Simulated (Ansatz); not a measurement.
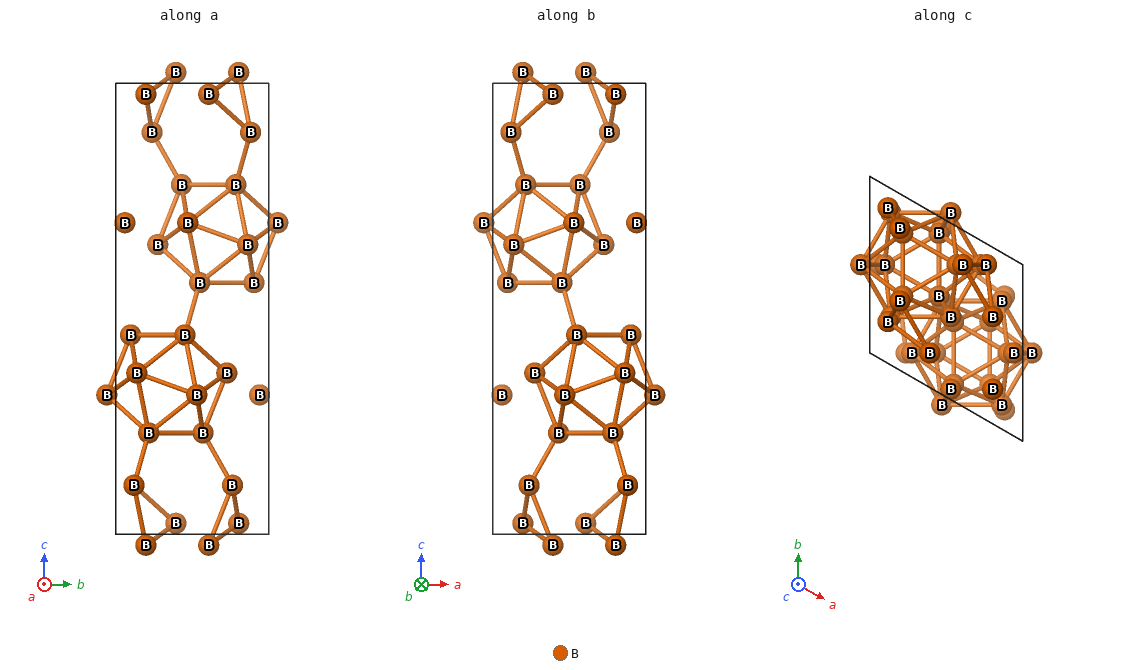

An orthographic ball-and-stick view of the structure, along the a axis, along the b axis and along the c axis. The lines enclose the conventional unit cell; boundary atoms appear with their images.

The lattice constants are a = 4.896 Å, b = 4.896 Å, c = 12.510 Å, α = 90.00°, β = 90.00°, γ = 120.00°.

Treated as bonds: B–B up to 1.95 Å (cut-off distances).

The composition is B.

Question: Which Bravais lattice does it have?

Answer: Rhombohedral (trigonal R) lattice; the crystal system is trigonal.

Question: Describe the bonded network.

Answer: The bonds build a three-dimensional framework.

Starting structure: a structure type known for this element. The cell was then strained or its atoms displaced on purpose. It was relaxed at fixed volume with DFT r2SCAN, scalar-relativistic, plane waves, PAW (Ansatz).
